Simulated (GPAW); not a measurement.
# SiC (Moissanite): optical spectrum from first principles, part 2 of 2

Aim: the dielectric function of SiC (Moissanite), and the optical constants that follow from it.

GPAW 26.7.0; DFT, PBE, plane-wave PAW (GPAW data sets), scalar-relativistic, RPA, optical limit.

So far. Step 2 (Ground state): There is a gap, 2.31 eV on this mesh (points off the mesh can give less), so no carriers' term is needed.

## 4. Dielectric function, RPA

Local fields let the induced charge screen the field inside the cell, which as a rule lowers ε, most along directions where the density is uneven.

This step: DFT, PBE, plane-wave PAW (GPAW data sets), scalar-relativistic, RPA, optical limit (GPAW 26.7.0).

Input file df.py:

```python
from gpaw.response.df import DielectricFunction

df = DielectricFunction('full.gpw', frequencies={'type': 'nonlinear', 'domega0': 0.03, 'omega2': 8},
                        ecut=50,
                        eta=0.12,
                        nbands=33,
                        txt='df.txt')
for direction in ['x', 'z']:
    df.get_dielectric_function(xc='RPA', direction=direction, filename=f'df_{direction}.csv')
```

The run is started by

```
$ OMP_NUM_THREADS=1 python df.py
```

Numbers of over 12 decimals in the logs are rounded to 6 here.

Output:

```text
Using integrator: PointIntegrator
NonLinearFrequencyDescriptor(from 0.000 to 49.462 eV, 464 points)
Nonperiodic BCs:  [False False False]
Using integrator: PointIntegrator
NonLinearFrequencyDescriptor(from 0.000 to 49.462 eV, 464 points)
Nonperiodic BCs:  [False False False]

Calculating chi0 body with:
    Ground state adapter containing:
    Number of spins: 1
    Number of kpoints: 864
    Number of irreducible kpoints: 100
    Number of completely occupied states: 8
    Number of partially occupied states: 8

    Linear response parametrization:
    q_c: [0.0, 0.0, 0.0]
    Number of frequency points: 464
    Planewave cutoff: 50.0
    Number of bands: 33
    Number of planewaves: 35
    Broadening (eta): 0.12

Integrating chi0 body.

Symmetries of q_c:
    Direct symmetries (Uq -> q): 6
    Indirect symmetries (TUq -> q): 6
In total 12 allowed symmetries.

100 groups of equivalent kpoints. 88.425926% reduction.

Integral kind: spectral function

Calculating chi0 optical extensions with:
    Ground state adapter containing:
    Number of spins: 1
    Number of kpoints: 864
    Number of irreducible kpoints: 100
    Number of completely occupied states: 8
    Number of partially occupied states: 8

    Linear response parametrization:
    Number of frequency points: 464
    Planewave cutoff: 50.0
    Number of bands: 33
    Number of planewaves: 35
    Broadening (eta): 0.12
Integrating chi0 head and wings.

Symmetries of q_c:
    Direct symmetries (Uq -> q): 6
    Indirect symmetries (TUq -> q): 6
In total 12 allowed symmetries.

100 groups of equivalent kpoints. 88.425926% reduction.

Integral kind: spectral function wings
```

Wall time 12 s (1 thread of Arm Neoverse V1, shared host); peak memory 0.23 GiB.

This step gave:

* electronic dielectric constant ε∞, mean over x, y and z (by symmetry where fewer were run): 6.803
* main peak of Im epsilon, first axis: 6.272 eV

Some rows of df_x.csv (energy; Re and Im without local fields; Re and Im with them):

```text
0.000000, 7.022997, 0.000000, 6.613121, 0.000000
0.429336, 7.043649, 0.011606, 6.631905, 0.010555
0.878195, 7.110531, 0.024366, 6.692727, 0.022155
1.347938, 7.234152, 0.039220, 6.805109, 0.035646
1.840057, 7.431233, 0.057672, 6.984179, 0.052384
2.356191, 7.729374, 0.082389, 7.254864, 0.074768
2.898142, 8.177166, 0.118722, 7.661007, 0.107620
3.467895, 8.869751, 0.179455, 8.288421, 0.162480
4.067647, 10.032566, 0.306761, 9.340954, 0.277794
4.699832, 12.438275, 0.888826, 11.519185, 0.815818
5.367152, 15.732514, 3.727130, 14.279931, 3.378820
6.072622, 14.554354, 16.314280, 14.038593, 14.366872
6.819608, 6.441182, 16.061545, 6.038186, 14.779433
7.611886, -1.197376, 12.911180, -0.799205, 11.969395
8.453705, -2.020503, 11.178760, -1.236068, 10.036490
9.349861, -5.535347, 7.663498, -4.731639, 7.558277
10.305790, -3.345993, 4.556411, -2.819622, 4.541251
11.327680, -3.420186, 3.588773, -2.908378, 3.551179
12.422601, -2.787178, 1.952424, -2.432553, 2.140574
13.598673, -2.076004, 1.673057, -1.806390, 1.942991
```

The Im ε has structure finer than the step of the table below, so its rows give means over 1 eV, whole bins alone (the curve runs from 0 to 14.0 eV). Peaks (eV: height): E ∥ x 6.3: 16.8, 7.3: 15.8; E ∥ z 5.1: 9.60, 6.4: 21.5, 7.6: 15.6.

Values under the direct gap are tails of Lorentzian lines. Table of Im ε by photon energy; means over each step:

```
photon energy (eV)   E ∥ x   E ∥ z
                 1  0.0258  0.0329
                 2  0.0596  0.0781
                 3   0.118   0.167
                 4   0.283   0.517
                 5    2.05    5.85
                 6    11.7    14.3
                 7    14.5    13.8
                 8    11.0    10.8
                 9    8.86    7.88
                10    5.57    5.04
                11    4.39    3.43
                12    2.93    3.02
                13    2.21    2.24
```

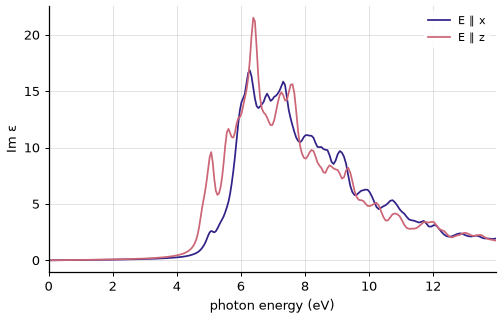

Im ε against photon energy.

Table of Re ε by photon energy:

```
photon energy (eV)  E ∥ x  E ∥ z
                 0   6.61   7.18
                 1   6.72   7.31
                 2   7.06   7.75
                 3   7.76   8.69
                 4   9.19   10.9
                 5   12.8   15.1
                 6   15.4   12.3
                 7   5.10   3.67
                 8  0.269  -2.43
                 9  -1.67  -2.75
                10  -3.27  -3.18
                11  -3.30  -3.19
                12  -2.53  -2.38
                13  -2.01  -1.85
```

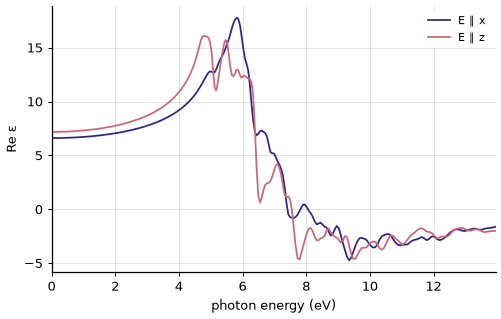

Re ε, plotted against photon energy.

The reflectivity at normal incidence has structure finer than the step of the table below, so its rows give means over 1 eV, whole bins alone (the curve runs from 0 to 14.0 eV). Peaks (eV: height): E ∥ x 7.4: 49.0, 9.3: 54.8, 10.2: 51.3, 11.2: 52.4, 12.3: 55.1; E ∥ z 5.0: 39.1, 6.4: 51.9, 7.7: 55.0, 9.5: 55.4, 10.4: 54.6, 11.1: 54.1, 12.4: 53.2.

The reflectivity at normal incidence by photon energy; means over each step:

```
photon energy (eV)  E ∥ x (%)  E ∥ z (%)
                 1       19.7       21.2
                 2       20.6       22.3
                 3       22.3       24.4
                 4       25.6       28.9
                 5       31.9       36.6
                 6       42.2       43.5
                 7       44.6       44.7
                 8       44.8       49.4
                 9       48.5       47.5
                10       47.9       51.8
                11       49.2       49.3
                12       51.3       47.1
                13       46.9       46.6
```

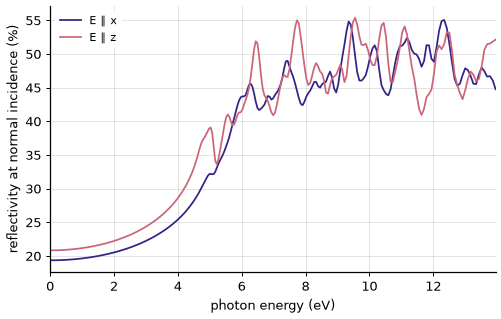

Reflectivity at normal incidence against photon energy.

The Im ε, E ∥ x has structure finer than the step of the table below, so its rows give means over 0.5 eV, whole bins alone (the curve runs from 0 to 14.0 eV). Peaks (eV: height): without local fields 6.28: 18.6, 7.32: 17.6; with local fields 6.28: 16.8, 7.32: 15.8.

Values under the direct gap are tails of Lorentzian lines. Im ε, E ∥ x against photon energy; means over each step:

```
photon energy (eV)  without local fields  with local fields
               0.5                0.0136             0.0124
               1.0                0.0281             0.0256
               1.5                0.0447             0.0406
               2.0                0.0649             0.0589
               2.5                0.0912             0.0827
               3.0                 0.128              0.116
               3.5                 0.186              0.168
               4.0                 0.292              0.264
               4.5                 0.609              0.557
               5.0                  2.19               2.04
               5.5                  5.11               4.48
               6.0                  14.9               12.9
               6.5                  15.9               14.6
               7.0                  16.3               14.6
               7.5                  14.6               13.5
               8.0                  12.1               10.9
               8.5                  11.1               10.1
               9.0                  9.75               9.15
               9.5                  6.92               6.61
              10.0                  5.85               5.82
              10.5                  5.02               4.91
              11.0                  4.42               4.45
              11.5                  3.48               3.46
              12.0                  2.88               3.02
              12.5                  2.06               2.23
              13.0                  2.03               2.25
              13.5                  1.78               2.05
```

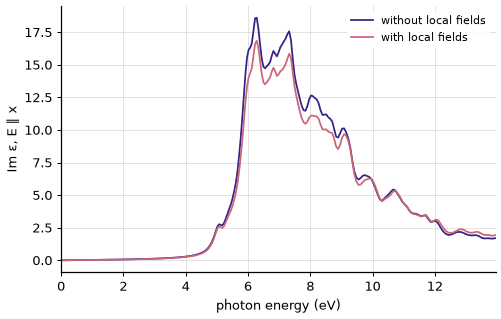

Im ε, E ∥ x, plotted against photon energy.

Refractive index n and extinction k against photon energy:

```
photon energy (eV)  n, E ∥ x  k, E ∥ x  n, E ∥ z  k, E ∥ z
                 0      2.57         0      2.68         0
                 1      2.59   0.00492      2.70   0.00599
                 2      2.66    0.0110      2.78    0.0138
                 3      2.78    0.0207      2.95    0.0272
                 4      3.03    0.0427      3.30    0.0662
                 5      3.59     0.322      4.03      1.06
                 6      4.25      1.62      3.88      1.66
                 7      3.19      2.25      2.86      2.12
                 8      2.38      2.32      1.86      2.43
                 9      1.96      2.35      1.69      2.37
                10      1.35      2.26      1.14      2.12
                11      1.05      2.10     0.919      2.01
                12     0.855      1.81     0.943      1.81
                13     0.706      1.58     0.779      1.57
```

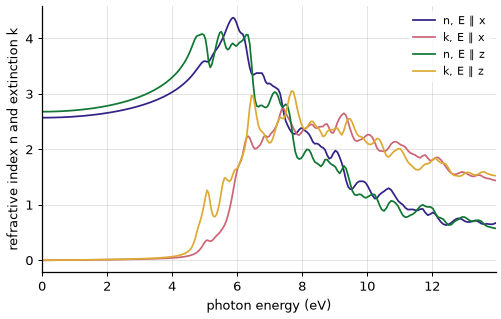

Refractive index n and extinction k against photon energy.

From ε follow the optical constants at some laser and lamp lines:

```
wavelength (nm)   n x    k x  R (%) x   1/α x   n z    k z  R (%) z   1/α z
           1064  2.60  0.006     19.7   15 µm  2.71  0.007     21.3   12 µm
            532  2.69  0.014     21.0  3.1 µm  2.83  0.017     22.8  2.5 µm
            450  2.75  0.018     21.7  2.0 µm  2.90  0.023     23.7  1.6 µm
            405  2.80  0.022     22.4  1.5 µm  2.96  0.028     24.5  1.1 µm
            365  2.86  0.027     23.3  1.1 µm  3.05  0.037     25.7  789 nm
            308  3.04  0.044     25.5  561 nm  3.31  0.068     28.8  359 nm
            248  3.59  0.321     32.2   61 nm  4.03  1.055     39.0   19 nm
```

Below the direct gap, k and the depth come from the tails of the Lorentzian lines, not from transitions.

Rows near the edge hang on the gap, which this functional as a rule makes too small, and phonon-assisted absorption is left out.

At 1064 nm the birefringence n(z) − n(x) is +0.114: the crystal is uniaxial positive at this level.

## 5. Outcome

```
electronic dielectric constant ε∞, mean over x, y and z (by symmetry where fewer were run) (RPA) : 6.80
main peak of Im epsilon, first axis                                                              : 6.27 eV
```

**Reading.** At this level (PBE, RPA) SiC has a mean ε∞ = 6.80 and n = 2.58 at 1550 nm (E ∥ x), and Im ε peaks at 6.3 eV (E ∥ x). On the mesh the gap is 2.31 eV and the least direct gap 4.07 eV, so on this mesh the band edges lie at different points. Local fields change the static value along x from 7.02 to 6.61 (-6 %). Distinct maxima of Im ε, read by a parabola through the highest points, lie at 6.27 eV (17), 7.33 eV (16), 9.10 eV (9.7) and 10.72 eV (5.3) for E ∥ x. The static values by axis are 6.61 (x), 7.18 (z). At 1064 nm the birefringence n(z) − n(x) is +0.114: the crystal is uniaxial positive at this level. Excitons and phonon-assisted transitions are missing; PBE gaps are as a rule too small, which pulls the onset down and ε∞ up. The sum runs over mesh points, so small or evenly spaced maxima can still be ripples of the mesh.

[Machine, clock and banner lines and Python warnings are left out of the logs.]

[Logs are printed without paths, hosts, clocks, repeated set-up lines and the standing remarks that a program may print on its own settings, such as how far it seeks lower states.]

[Hosts, paths, dates, database ids (printed as entryN), source tags and the programs' standing remarks are cut or masked in the printed files.]
